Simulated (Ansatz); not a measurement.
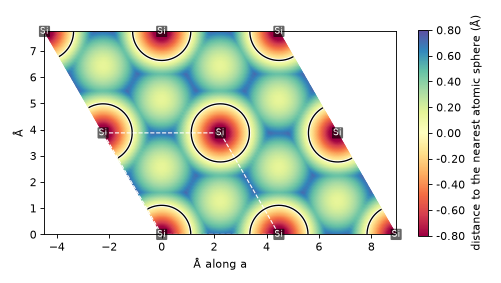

Map of the distance to the nearest atomic sphere in TiSi₅ (P6/mmm, No. 191), computed on the section z = 0.000 (parallel to a and b; the dashed line is one cell). The black line marks the spheres' surfaces; positive values are empty space; unlabelled circles belong to atoms above or below the section.

Atoms are hard spheres with covalent radii (Cordero): Ti 1.60 Å, Si 1.11 Å.

The cell is taken from the end point of a relaxation with DFT PBE, scalar-relativistic, plane waves, PAW (Ansatz).

```cif
data_structure
_symmetry_space_group_name_H-M 'P6/mmm'
_symmetry_Int_Tables_number 191
_cell_length_a 4.4718
_cell_length_b 4.4718
_cell_length_c 5.0296
_cell_angle_alpha 90.000
_cell_angle_beta 90.000
_cell_angle_gamma 120.000
_cell_volume 87.10
loop_
_atom_site_label
_atom_site_type_symbol
_atom_site_symmetry_multiplicity
_atom_site_Wyckoff_symbol
_atom_site_fract_x
_atom_site_fract_y
_atom_site_fract_z
_atom_site_occupancy
Ti1 Ti 1 b 0.00000 0.00000 0.50000 1
Si1 Si 1 a 0.00000 0.00000 0.00000 1
Si2 Si 4 h 0.33333 0.66667 0.74985 1
```

Question: Where is the largest hole in this section, and how large is it?

Answer: At 0.412, 0.412, 0.000 (fractional), where the distance reaches 0.73 Å; it is enclosed by 5 Si in a square pyramidal arrangement. It is the largest hole of the crystal.

Question: How much of the crystal lies outside the spheres?

Answer: About 47 % of the cell's volume, and 77 % of this section's area.

Question: What can pass through?

Answer: The largest sphere that fits anywhere has a diameter of 1.47 Å; the largest that can travel through the crystal, about 1.0 Å.
